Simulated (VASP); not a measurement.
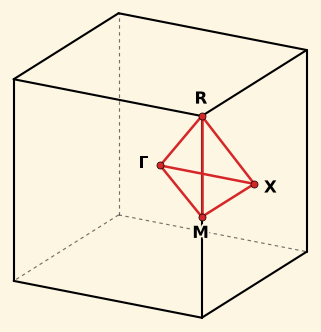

Crystal: AlRu, coordinates from a relaxation with VASP 6.6.1, VASP Kohn-Sham DFT of a periodic cell, PW91, VASP PAW PBE potentials, recommended. The figure shows the first Brillouin zone with its special points and a band path. Symmetry computed with spglib at a tolerance of 0.002 Å; standard conventional cell.

Labels and path follow the convention of Hinuma et al. (2017), as computed by seekpath.

> Name the Bravais lattice of the crystal.

A simple cubic lattice (cP; extended symbol cP2). The zone is a cube: 6 faces (6 with 4 edges), 12 edges, 8 vertices.

> In which order does the conventional band path visit the special points?

Γ–X–M–Γ–R–X | R–M
